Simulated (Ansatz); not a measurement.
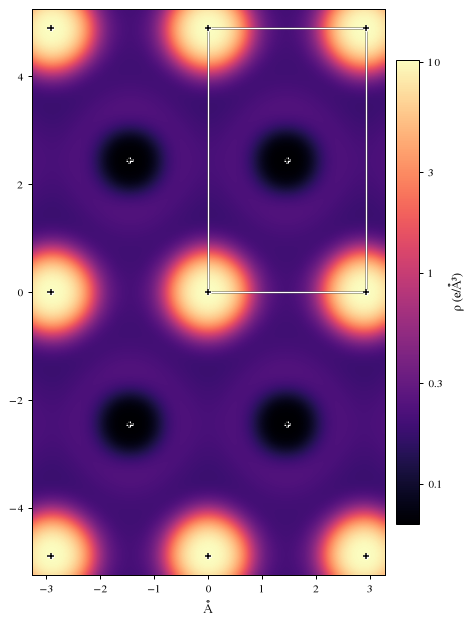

The valence charge density (pseudo) on a plane through atoms (crosses mark nuclei in the plane).

These are results of DFT PBE, scalar-relativistic, plane waves, PAW (Ansatz), not measurements.

Candidates:
A. ZrO2, a = 5.12 Å, b = 5.12 Å, c = 5.12 Å, α = 90.00°, β = 90.00°, γ = 90.00°. Space group Fm-3m.
B. TiAl, a = 2.92 Å, b = 2.92 Å, c = 3.94 Å, α = 90.00°, β = 90.00°, γ = 90.00°. Space group P4/mmm; changed on purpose from its base cell (strain +0.030 along x and y, -0.030 along z, atoms carried along); computed pressure about −4 GPa in this cell; computed without spin polarisation.

### Which candidate gave the map?

Candidate B: TiAl on the (101) plane of the conventional cell, which holds Ti and Al. Ti–Al (2.85 Å): the density is about 0.19 e/Å³ at the midpoint. Ti–Ti (2.92 Å): ρ is about 0.21 e/Å³ halfway.
